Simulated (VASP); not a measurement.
```cif
data_structure
_symmetry_space_group_name_H-M 'P 1'
_symmetry_Int_Tables_number 1
_cell_length_a 4.3160
_cell_length_b 4.3160
_cell_length_c 25.2075
_cell_angle_alpha 90.000
_cell_angle_beta 90.000
_cell_angle_gamma 120.000
_cell_volume 406.65
loop_
_atom_site_label
_atom_site_type_symbol
_atom_site_fract_x
_atom_site_fract_y
_atom_site_fract_z
_atom_site_occupancy
Si1 Si 0.33333 0.33333 0.80938 1
Ni1 Ni 0.00000 0.00000 0.25786 1
Ni2 Ni 0.33333 0.66667 0.25786 1
Ni3 Ni 0.66667 0.33333 0.25786 1
Ni4 Ni 0.33333 0.33333 0.33857 1
Ni5 Ni 0.66667 0.00000 0.33857 1
Ni6 Ni 0.00000 0.66667 0.33857 1
Ni7 Ni 0.33333 0.99992 0.41915 1
Ni8 Ni 0.66675 0.66675 0.41915 1
Ni9 Ni 0.99992 0.33333 0.41915 1
Ni10 Ni 0.99986 0.99986 0.49996 1
Ni11 Ni 0.33333 0.66680 0.49996 1
Ni12 Ni 0.66680 0.33333 0.49996 1
Ni13 Ni 0.33333 0.33333 0.58008 1
Ni14 Ni 0.66667 0.00000 0.58068 1
Ni15 Ni 0.00000 0.66667 0.58068 1
Ni16 Ni 0.33333 0.00235 0.66088 1
Ni17 Ni 0.66432 0.66432 0.66088 1
Ni18 Ni 0.00235 0.33333 0.66088 1
Ni19 Ni 0.99672 0.99672 0.74259 1
Ni20 Ni 0.33333 0.66995 0.74259 1
Ni21 Ni 0.66995 0.33333 0.74259 1
```

Spin-polarised.

Computed with Kohn-Sham DFT of a periodic cell, PBE, VASP PAW PBE potentials, recommended in VASP 6.6.1.

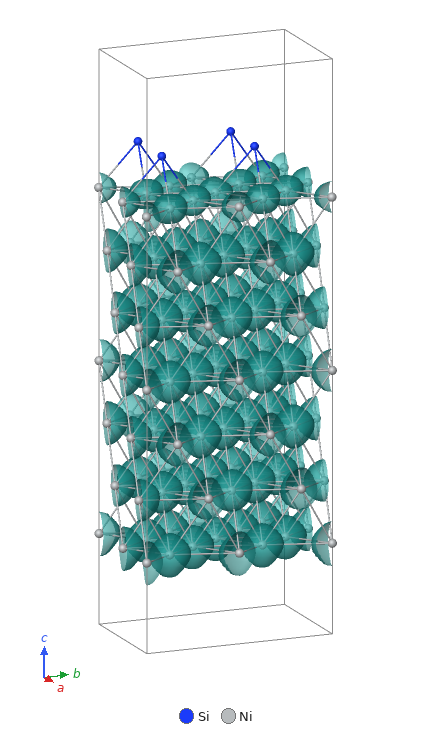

SiNi21 (slab). Isosurface of the spin density at +0.1 e/Å³ (teal), seen slightly off an axis. Sticks mark near contacts.

The density is the valence pseudo-density of a PAW calculation; it isn't the true density close to the nuclei.

Question: Where is the spin, and how is it ordered?

Answer: The spin density sits on Ni: +0.7 μB (×18) in one cell of 22 atoms, with smaller moments on other sites: Ni (up to +0.24 μB): parallel main moments (a ferromagnetic arrangement) in this solution. The cell of the calculation (22 atoms) carries 12.2 μB of net spin moment.
